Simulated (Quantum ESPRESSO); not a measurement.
**Energy of MgO along an even scaling of the cell**

System: MgO (Fm-3m, 2 atoms in the cell).
Method: Kohn-Sham DFT of a periodic cell, rev-vdW-DF2, PseudoDojo 0.4.1 SR PBE standard, no spin polarisation (Quantum ESPRESSO 7.5).

The 7 runs differ only in the geometry, by an even scaling of the cell at fixed fractional positions. The structure derives from a Materials Project entry.

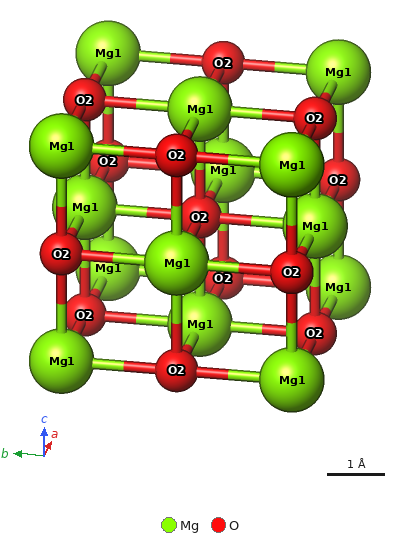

Figure 1. The structure of run 4 (ball-and-stick view of the cell 4 times as large as that of the calculation, set on its symmetry axes, seen at an oblique angle; atoms are numbered from 1 in the order of the input).

## Input of run 4
```
&CONTROL
  calculation = 'scf'
  prefix = 'pwscf'
  outdir = './tmp'
  pseudo_dir = './pseudo'
  tprnfor = .true.
  tstress = .true.
  disk_io = 'nowf'
/
&SYSTEM
  ibrav = 0
  nat = 2
  ntyp = 2
  ecutwfc = 84
  nbnd = 14
  input_dft = 'vdw-df2-b86r'
  occupations = 'smearing'
  smearing = 'fd'
  degauss = 0.00367493
/
&ELECTRONS
  conv_thr = 4d-10
  electron_maxstep = 120
  mixing_beta = 0.5
/
ATOMIC_SPECIES
Mg    24.3050 Mg.upf
O     15.9990 O.upf
CELL_PARAMETERS angstrom
   0.0000000000    2.0970013927    2.0970013927
   2.0970013927    0.0000000000    2.0970013927
   2.0970013927    2.0970013927    0.0000000000
ATOMIC_POSITIONS crystal
Mg     0.0000000000    0.0000000000    0.0000000000
O      0.5000000000    0.5000000000    0.5000000000
K_POINTS automatic
11 11 11 0 0 0
```

Command:
```bash
OMP_NUM_THREADS=1 pw.x -in pw.in > pw.out
```

Run 2 differs from it as follows:
```diff
-   0.0000000000    2.0970013927    2.0970013927
-   2.0970013927    0.0000000000    2.0970013927
-   2.0970013927    2.0970013927    0.0000000000
+   0.0000000000    2.0686600618    2.0686600618
+   2.0686600618    0.0000000000    2.0686600618
+   2.0686600618    2.0686600618    0.0000000000
```

## Results, with one run withheld

```tsv
run	volume per atom (Å³)	free energy per atom, from the lowest run given (meV)	pressure (GPa)	gap on the mesh (eV)
1	8.668	38.11	16.33	5.57
2	8.853	?	?	?
3	9.037	10.29	7.93	5.13
4	9.221	3.17	4.32	4.93
5	9.406	0.00	1.06	4.74
6	9.590	0.41	−1.90	4.55
7	9.775	4.07	−4.58	4.37
```

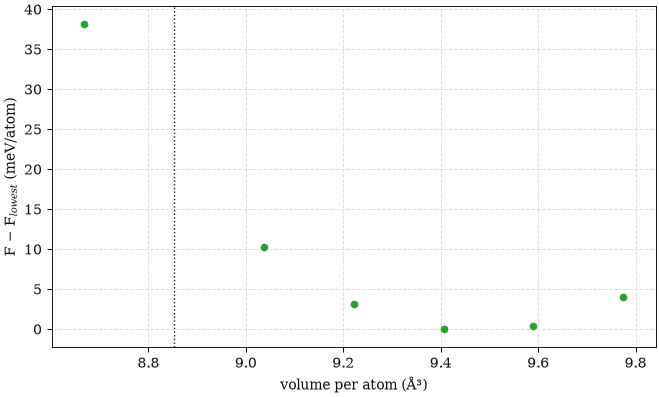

Figure 2. Free energy per atom of the runs given; the dotted line marks run 2.

Estimate the energy of run 2 from the others.

A cubic polynomial in V^(−2/3) (the Birch–Murnaghan form), fitted to the 6 runs given, misses them by at most 0.01 meV per atom. With x = V^(−2/3) − 0.22660 Å⁻², it reads F = 1.9499 + 1343.4 x + 2.055e+05 x² + 42346 x³ (meV per atom). At run 2 it gives 21.74 meV per atom, and the run itself gives 21.78. The slope of the fit gives a pressure −dF/dV of 12.00 GPa there, and the run prints 11.92 GPa. The two needn't agree exactly: the fit is approximate, and the printed stress is taken on a finite basis. The fit has its minimum at 9.475 Å³ per atom, where V d²F/dV² gives 154 GPa: the bulk modulus at this level, since symmetry fixes the shape and the positions. The gap on the mesh goes, without turning, from 5.57 eV in run 1 to 4.37 eV in run 7; run 2 has 5.35 eV. These are gaps of this functional on this mesh, which can miss the band edges; they aren't the measured gap.

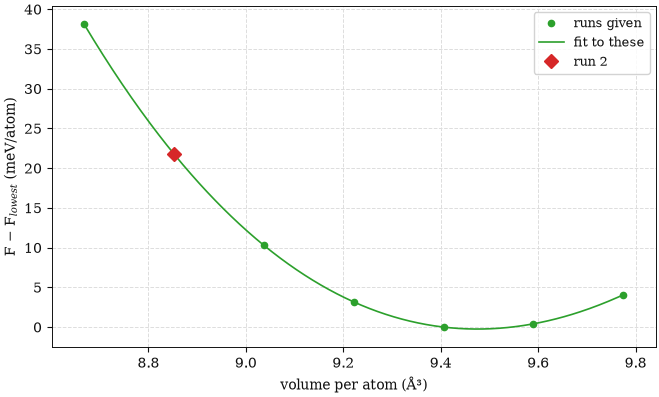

Figure 3. The fit and the withheld run.

## Some lines of the output (run 2)
```
[...]
     unit-cell volume          =     119.4797 (a.u.)^3
     number of k points=    56  Fermi-Dirac smearing, width (Ry)=  0.0037
     total energy              =    -152.00749281 Ry
     total energy              =    -152.10910148 Ry
     total energy              =    -152.11758019 Ry
     total energy              =    -152.11775708 Ry
     total energy              =    -152.11776876 Ry
     total energy              =    -152.11776904 Ry
     total energy              =    -152.11776905 Ry
     the Fermi energy is    11.3396 ev
!    total energy              =    -152.11776905 Ry
     The total energy is F=E-TS. E is the sum of the following terms:
     Computing stress (Cartesian axis) and pressure
          total   stress  (Ry/bohr**3)                   (kbar)     P=      119.21
```

Notes: The record of the run, not the program, notes: potentials made for another functional. Points of doubt noted for this run: potentials made for another functional.
